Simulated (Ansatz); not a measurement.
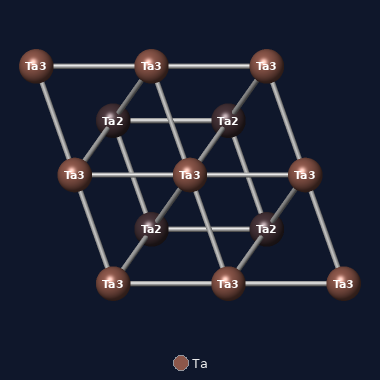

The system is H on a Ta(110) slab cut from the Im-3m phase, its upper half relaxed before the scan (3 atoms of substrate and one adsorbate in a 1 × 1 cell); the picture shows it without the atoms that are moved over the map. H is moved over the surface cell; relaxed at each place: the height of the adsorbate's atoms; substrate rigid; the origin of the map has the adsorbate above Ta3. Places are given modulo a cell vector. The map is drawn in real space over the plane of the surface. Grid: 6 × 6 points; 13 points were computed and 23 follow by symmetry. Energies are in eV, from the lowest grid point. With one adsorbate in each 1 × 1 cell, its nearest image is 2.9 Å away, so neighbouring adsorbates interact. All numbers below come from DFT PBE, scalar-relativistic, plane waves, PAW in Ansatz. Settings: cutoff 420 eV, k-mesh 10×10×1, gaussian smearing 0.1 eV, no spin polarisation.

Range: position of H4 along the first surface vector from 0.000 to 0.833; position of H4 along the second surface vector from 0.000 to 0.833.

> Predict the map.

The lowest grid point is at (2/6, 4/6) of the cell vectors [nearest 1 Ta at 1.91 Å]; the map holds 2 wells of about this depth. The bottom of the well lies between grid points, at about (0.35, 0.65) of the cell vectors, about 0.024 eV lower on the interpolated surface. No other kind of well shows on this grid. The highest grid point, the top site over a surface Ta atom, (0/6, 0/6) of the cell vectors, lies 1.41 eV above the lowest. On the interpolated surface the easiest way out of the lowest well to a well of about the same depth near (4/6, 2/6) of the cell vectors [nearest 1 Ta at 1.91 Å] passes a barrier of about 0.29 eV, counted from the interpolated bottom of the well. At the lowest point the adsorbate has 1 Ta at 1.91 Å as nearest neighbours, at the highest 1 Ta at 1.81 Å. Its relaxed height above the top atom is 1.09 Å at the lowest and 1.81 Å at the highest point.

| second ↓, first → | 0/6 | 1/6 | 2/6 | 3/6 | 4/6 | 5/6 |
| --- | --- | --- | --- | --- | --- | --- |
| 5/6 | 1.21 | 0.91 | 0.38 | 0.25 | 0.82 | 1.16 |
| 4/6 | 0.74 | 0.38 | 0.00 | 0.26 | 0.69 | 0.82 |
| 3/6 | 0.28 | 0.25 | 0.26 | 0.27 | 0.26 | 0.25 |
| 2/6 | 0.74 | 0.82 | 0.69 | 0.26 | 0.00 | 0.38 |
| 1/6 | 1.21 | 1.16 | 0.82 | 0.25 | 0.38 | 0.91 |
| 0/6 | 1.41 | 1.21 | 0.74 | 0.28 | 0.74 | 1.21 |

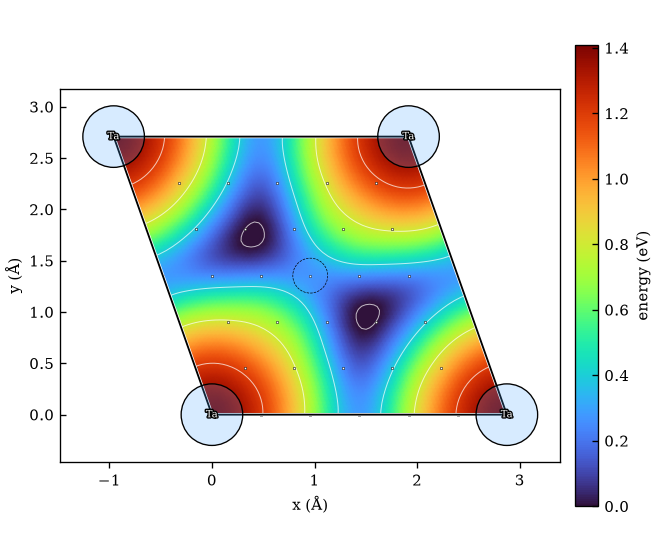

The picture shows a smooth colour map with a few white contour lines, dots at the grid points, labelled circles for the atoms of the top layer and small ones for the second layer, the outline of one cell of the plane. Between grid points the surface is interpolated.

Each point was launched as `ansatz run input.yaml --threads 1 --pin off --max-ram 3072MiB --backend cpu --events-out ev --progress --plain --runs-dir out`. The whole map (13 points run) took 13 min on 1 thread of Arm Neoverse V2 (shared host).

PAW datasets: the set soft_1.
